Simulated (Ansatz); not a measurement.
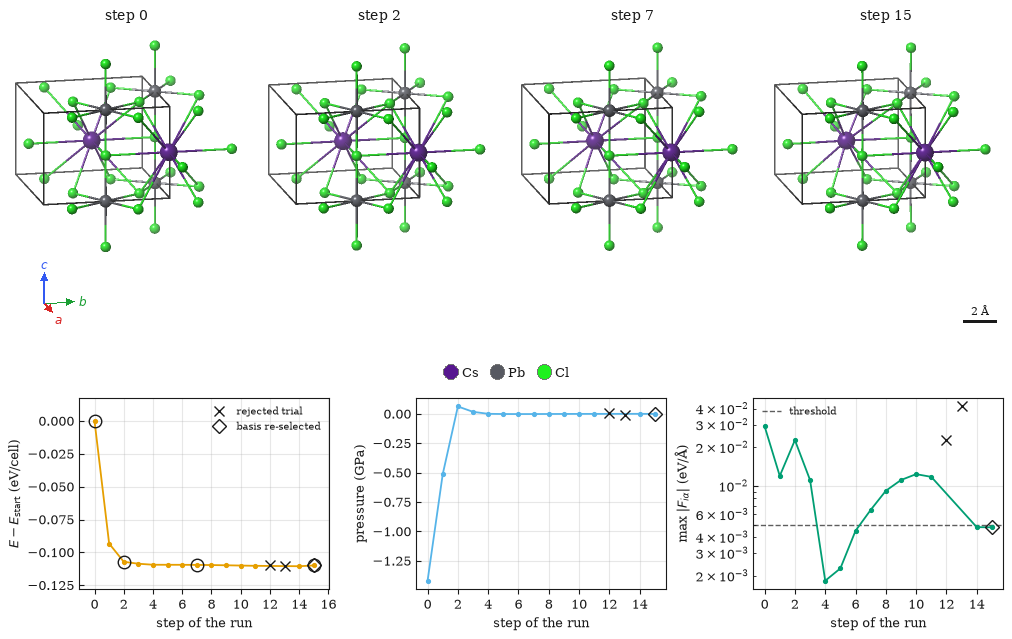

Frames of a relaxation of a crystal of CsPbCl$_{3}$ (built on the database structure type), marked on the history of the run. The picture is a ball-and-stick view of the cell of the calculation, reduced to other axes, seen slightly off an axis. Lengths and directions refer to the drawn axes.

Computed with DFT, PBEsol, plane waves, PAW in Ansatz 0.2.0.

The input:
```yaml
crystal:
  lattice:
    - [5.807721307, 0.0, 0.0]
    - [0.0, 5.6310401527, 5.6310408804]
    - [0.0, -5.6310401527, 5.6310408804]
  atoms:
    - { symbol: Cs, position: [0.5, 0.9930959828, 0.9930959828] }
    - { symbol: Cs, position: [0.5, 0.4920476284, 0.4920476284] }
    - { symbol: Pb, position: [0.0, 0.4929496117, 0.992758342] }
    - { symbol: Pb, position: [0.0, 0.992758342, 0.4929496117] }
    - { symbol: Cl, position: [0.0, 0.6840204682, 0.3014912042] }
    - { symbol: Cl, position: [0.5, 0.9929321655, 0.4925220217] }
    - { symbol: Cl, position: [0.5, 0.4925220217, 0.9929321655] }
    - { symbol: Cl, position: [0.0, 0.801809352, 0.801809352] }
    - { symbol: Cl, position: [0.0, 0.1843702335, 0.1843702335] }
    - { symbol: Cl, position: [0.0, 0.3014912042, 0.6840204682] }
kpoints:
  mp_grid: { grid: [4, 4, 4] }
hamiltonian:
  xc: pbesol
scf:
  occupations: { method: fermi_dirac, width: 0.02 }
relax:
  f_tol: 0.005
  cell: {}
```

Launched with:
```bash
ansatz run input.yaml --threads 2 --pin off --max-ram 20275MiB --backend cpu --events-out ev --progress --plain --runs-dir out
```

What happens along the run?

The energy falls by 0.110 eV per cell of the calculation in 12 accepted moves (15 points after the start). The largest force component goes from 0.029 to 0.0048 eV/Å. Pressure: −1.42 GPa at the start and 0.00 GPa at the end. The line search rejected the trial steps at points 12, 13 of the run. At 1 point the geometry stayed and the basis and grid were re-selected for the new cell (energy shift of 0.6 meV per cell of the calculation at most each time). The largest move relative to the cell is that of Cs2, 0.19 Å along [−1 −1 0]. By element the largest moves are Cs 0.19 Å, Cl 0.13 Å, Pb 0.02 Å. Cell: a = b 7.963 → 7.775 Å (−2.4 %), c 5.808 → 5.701 Å (−1.8 %). Volume −6.4 %. Among the contacts that change: Cs2–Cl6 3.975 → 3.720 Å, Cs2–Cl9 4.521 → 4.274 Å, Cs1–Cl6 3.977 → 3.817 Å, Cs2–Cl8 4.539 → 4.685 Å. Bond angles that change, for instance: Pb3–Cl8–Pb4 153.5° → 148.3°, Cs2–Cl10–Pb3 97.9° → 101.0°, Cs2–Cl6–Cs2 179.9° → 176.9°. The space group stays Amm2 (No. 38). From step 0 to 2: volume −6.4 %, energy −0.107 eV per cell of the calculation. From step 2 to 7: Cl8 moves most (0.07 Å), volume −0.1 %, energy −2.4 meV per cell of the calculation. From step 7 to 15: Cs2 moves most (0.12 Å), energy −0.4 meV per cell of the calculation.

```
step  E − E(0), meV/atom  largest force component, eV/Å  pressure, GPa  volume, Å³/atom                      note
   0                0.00                         0.0291          -1.42           36.831                          
   1               -9.33                         0.0120          -0.51           35.326                          
   2              -10.72                         0.0227           0.06           34.477                          
   3              -10.86                         0.0111           0.02           34.487                          
   4              -10.94                         0.0018           0.00           34.450                          
   5              -10.94                         0.0023           0.00           34.439                          
   6              -10.94                         0.0045           0.00           34.435                          
   7              -10.95                         0.0065           0.00           34.430                          
   8              -10.96                         0.0092           0.00           34.428                          
   9              -10.98                         0.0111           0.00           34.427                          
  10              -11.00                         0.0123           0.00           34.430                          
  11              -11.02                         0.0118           0.00           34.435                          
  12              -10.97                         0.0227           0.01           34.524                  rejected
  13              -11.01                         0.0415          -0.01           34.476                  rejected
  14              -11.05                         0.0048           0.00           34.458                          
  15              -10.99                         0.0048           0.00           34.458  same geometry, new basis
```
